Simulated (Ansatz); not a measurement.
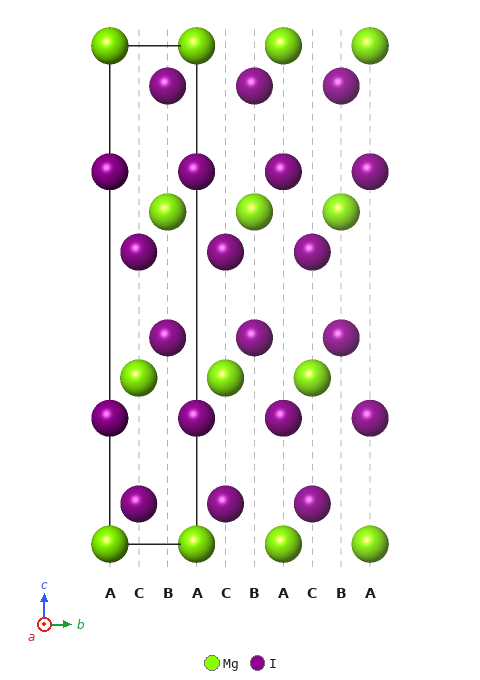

The picture looks along a close-packed row of the hexagonal mesh; c points upwards. The dashed lines mark the three columns A (0, 0), B (1/3, 2/3) and C (2/3, 1/3). The sequence starts with the first layer at or above the cell's origin.

MgI2: the input geometry of an electronic-structure calculation (not necessarily at equilibrium); the starting structure was generated, so it need not be a known form of this composition.

**Read off the stacking sequence over one period.**

Mg(A) – I(C) – I(A) – Mg(C) – I(B) – I(C) – Mg(B) – I(A) – I(B) (nine layers in 20.68 Å).

**How are the I layers alone stacked?**

I layers alone: CABCAB, the cubic close-packed type.

**Which positions between or in the I layers do the other atoms fill?**

Mg: three octahedral sites, counted in one hexagonal cell. Three of the six gaps between I layers are empty, 3.56 Å wide.

**What short polytype symbol fits?**

Polytype symbol 3R, the symbol of a layered MX2 polytype (number of slabs in the repeat and lattice).
